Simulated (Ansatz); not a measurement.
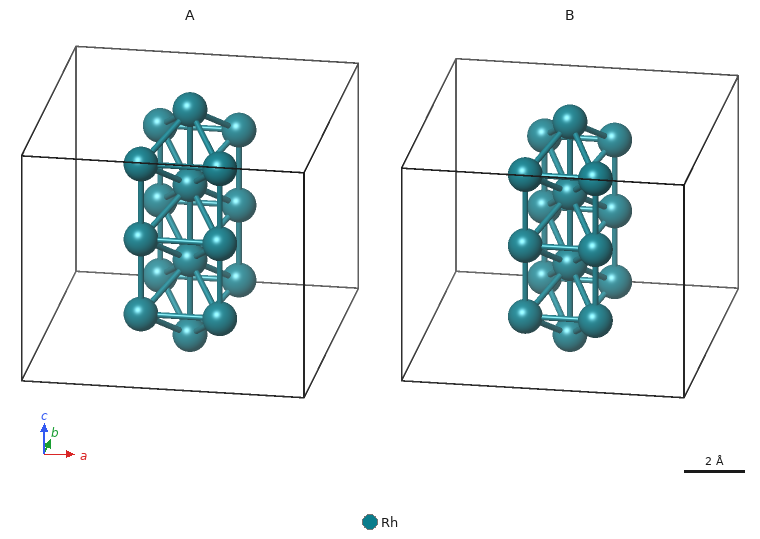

Two geometries of a wire of composition Rh, drawn at one scale. One is the start of a relaxation, the other its converged end. A ball-and-stick model of the 3 repeat of the cell, with the vacuum cut short, seen from a free direction.

Method: DFT PBE, scalar-relativistic, plane waves, PAW (Ansatz). Set-up: plane-wave cutoff 420 eV; k-point mesh 1 × 1 × 20; occupations gaussian; smearing width 0.05 eV; no spin polarisation; cell relaxed at fixed a, b, alpha, beta, gamma; force threshold 0.02 eV/Å; at most 45 steps.

> Which of the two is the end point?

Structure B is the relaxed one. Case: wire along [1 1 0], 5 atoms a period. The largest moves, 0.15 Å, are those of Rh atoms. Along the periodic axis the drawn cell goes c 8.125 → 7.680 Å (−5.5 %). Near-neighbour distances that change, for instance: Rh–Rh 2.708 → 2.411 Å, Rh–Rh 2.708 → 2.560 Å, Rh–Rh 2.708 → 2.604 Å. Bond angles that change, for instance: Rh–Rh–Rh 60.0° → 62.4°. After 5 accepted moves (6 points after the start) the energy has fallen by 1.125 eV per cell of the calculation. The largest force component goes from 2 to 0.0025 eV/Å. The SCF was repeated once at an unchanged geometry on a basis and grid sized afresh for the cell, which shifted the energy by 3.5 meV per cell of the calculation at most.

Limits of the set-up: the k-point mesh is coarse for a cell with partly filled bands.
